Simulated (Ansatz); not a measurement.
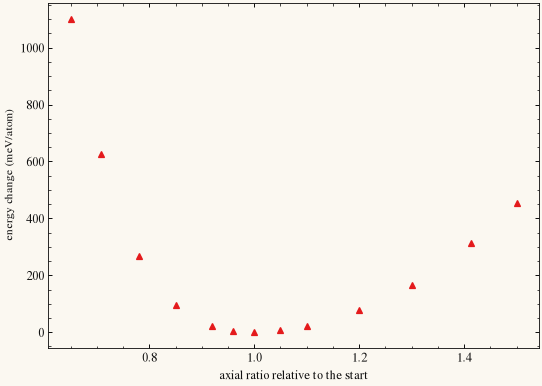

Plotted: energy change against relative axial ratio for CoSi₂, space group Fm-3m (No. 225).

The given structure:
```yaml
crystal:
  lattice:
    - [0.00000, 2.65625, 2.65625]
    - [2.65625, 0.00000, 2.65625]
    - [2.65625, 2.65625, 0.00000]
  atoms:
    - { symbol: Co, position: [0.00000, 0.00000, 0.00000] }
    - { symbol: Si, position: [0.25000, 0.25000, 0.25000] }
    - { symbol: Si, position: [0.75000, 0.75000, 0.75000] }
```

Computed with Ansatz 0.2.0: deformation of a crystal at fixed volume, lengths along the axis scaled against those across it, fractional coordinates fixed, by plane-wave density functional theory with PAW datasets, free energies less that of the undisturbed cell; scalar-relativistic. Level: PBEsol, no spin polarisation.

wave cutoff 420 eV; k mesh 18×18×18; occupations Gaussian; smearing width 0.15 eV; k shift (0, 0, 0) (mesh steps); start relaxed; path tetragonal; axis direction (0, 0, 1) (Cartesian unit vector).

Q: Where is the energy change lowest, and are there other minima?

A: The lowest computed point is at relative axial ratio 1.000 (0 meV/atom), and no other minimum shows.

Caveats: no spin polarisation, a magnetic state may lie lower.
